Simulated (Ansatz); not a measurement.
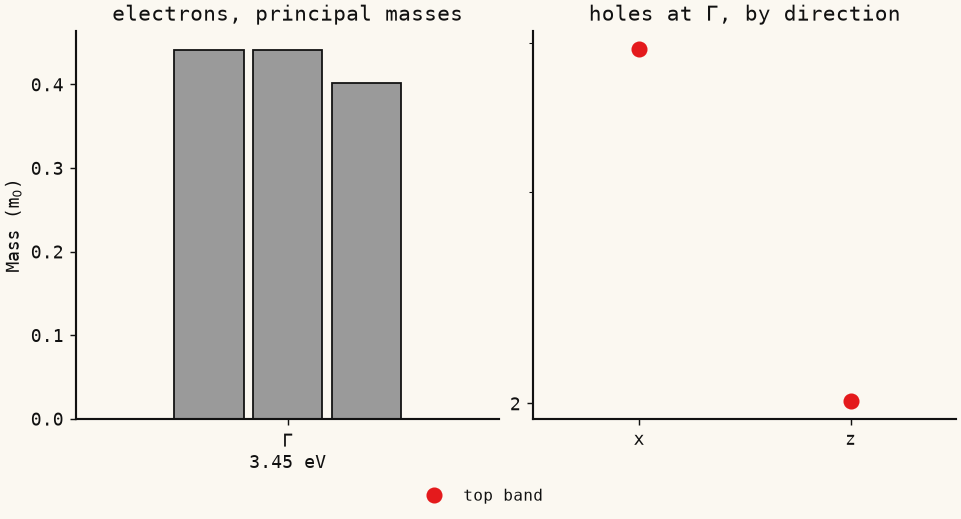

Effective masses at the band extrema of rutile-type ZnF$_{2}$, space group P4_2/mnm (No. 136), 6 atoms in the cell, in a cell relaxed beforehand (a = 4.717 Å, c = 3.129 Å (tetragonal axes)), in units of the free-electron mass, from finite differences of the levels. Left, the three principal masses of each conduction valley, with its energy above the valence top; right, the masses of the band at the valence top.

Method: PBEsol, Ansatz PAW set, no spin polarisation, no spin-orbit coupling, 4×4×6 k mesh, 420 eV cutoff (Ansatz 0.2.0).

**What are the masses of the lowest valley?**

It lies at Γ, 3.45 eV above the valence top, with one mass of 0.401 and two of 0.442. Its 1 equivalent valley gives a density-of-states mass N^(2/3) (m1 m2 m3)^(1/3) = 0.428.

**How do the hole masses depend on direction?**

Along x (in the plane) 3.95; along z (along c) 2.01.

Not shown: two further valence bands at Γ, 0.302 eV under the top and another valence maximum at R, 0.035 eV under the top.

The PAW data sets were made with another functional. LDA, GGA and most meta-GGA functionals understate gaps. An understated gap makes light masses too light.
